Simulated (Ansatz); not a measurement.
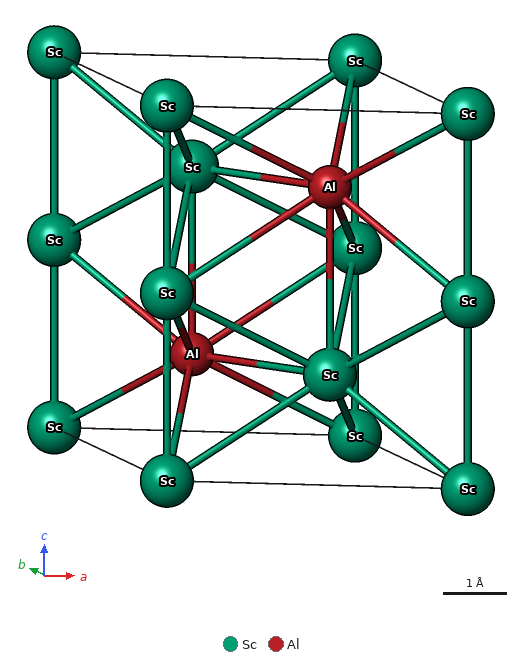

Normal modes of solid Sc₂Al, space group P6₃/mmc (No. 194), at the zone centre. Style: ball-and-stick. Shown: the cell of the calculation, slightly off an axis.

Method: DFT PBEsol, scalar-relativistic, plane waves, PAW in Ansatz 0.2.0. (plane-wave cutoff 420 eV; k-point mesh 12 × 12 × 6; occupations fermi dirac; smearing width 0.15 eV; no spin polarisation)

The frequencies depend somewhat on the k-mesh and the smearing.

Give the spectrum at this point.

The calculation's cell holds 6 atoms, so there are 15 optical modes, in 10 levels. The optical modes span 2B₁g + 2E₂g + E₂u + 2A₂u + 2E₁u + B₂u. No level is unstable.

```tsv
level	symmetry	frequency (cm⁻¹)	activity
1	B₁g	92	silent
2	E₂g	145	Raman-active
3	E₂u	169	silent
4	A₂u	204	infrared-active
5	E₁u	206	infrared-active
6	B₁g	226	silent
7	A₂u	230	infrared-active
8	B₂u	238	silent
9	E₂g	300	Raman-active
10	E₁u	305	infrared-active
```

The crystal is a metal, so free carriers screen the infrared response.

The modes drawn as arrows (one member of each degenerate set), 6 of the levels:

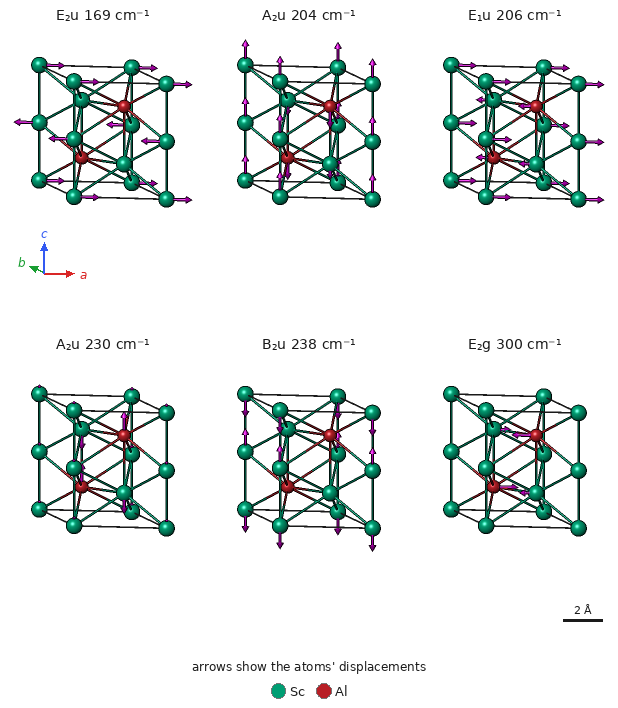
